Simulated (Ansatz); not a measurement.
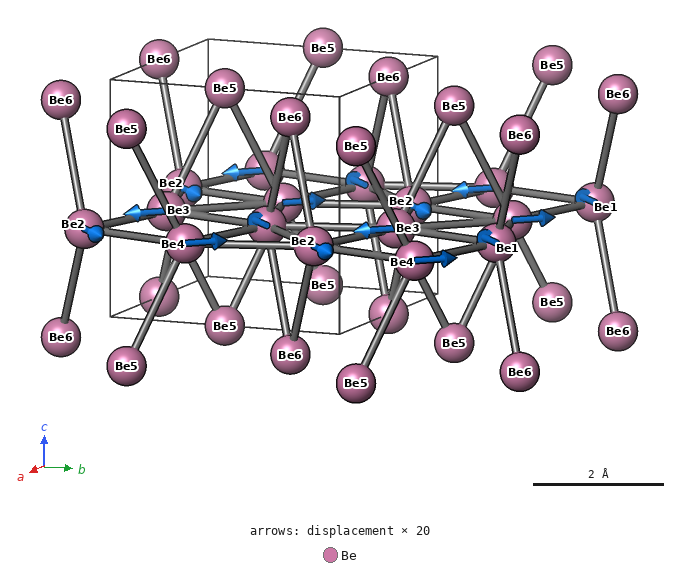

A relaxation of solid Be (a generated structure, set up in P4/mbm) (coarse preliminary run). The starting structure is drawn; blue arrows show the displacements (the part carried along by the change of the cell is left out), magnified 20 times.

A ball-and-stick model of the cell of the calculation, repeated 2 × 2 × 1 with one cell outlined, seen slightly off an axis.

Computed with DFT PBE, scalar-relativistic, plane waves, PAW in Ansatz 0.2.0. Settings: plane-wave cutoff 420 eV; k-point mesh 4 × 4 × 6; occupations gaussian; smearing width 0.1 eV; no spin polarisation; cell and atoms relaxed; force threshold 0.04 eV/Å; at most 70 steps.

### What did the optimiser do to the structure, and how much energy did it gain?

The largest moves relative to the cell, 0.037 Å, are those of Be1, Be2, Be3 and Be4. Be1 goes along [−1 −1 0]. The volume changes by +5.9 %, with a = b 3.863 → 3.978 Å (+3.0 %), c 3.733 → 3.728 Å (−0.1 %). Among the contacts that change: Be1–Be2 1.946 → 2.077 Å, Be1–Be3 2.010 → 2.056 Å, Be1–Be6 2.105 → 2.134 Å. Among the angles between lasting bonds that change: Be1–Be6–Be1 124.9° → 121.8°, Be1–Be6–Be2 55.1° → 58.2°. The space group stays P4/mbm (No. 127). After 3 accepted moves (4 points after the start) the energy has fallen by 22.3 meV per atom. The largest force component goes from 0.37 to 0.0083 eV/Å. Pressure: 6.66 GPa at the start and 0.00 GPa at the end. At 1 point the geometry stayed and the basis and grid were re-selected for the new cell (energy shift of 0.1 meV per atom at most each time).

Limits of the set-up: the k-point mesh is coarse for a cell with partly filled bands.
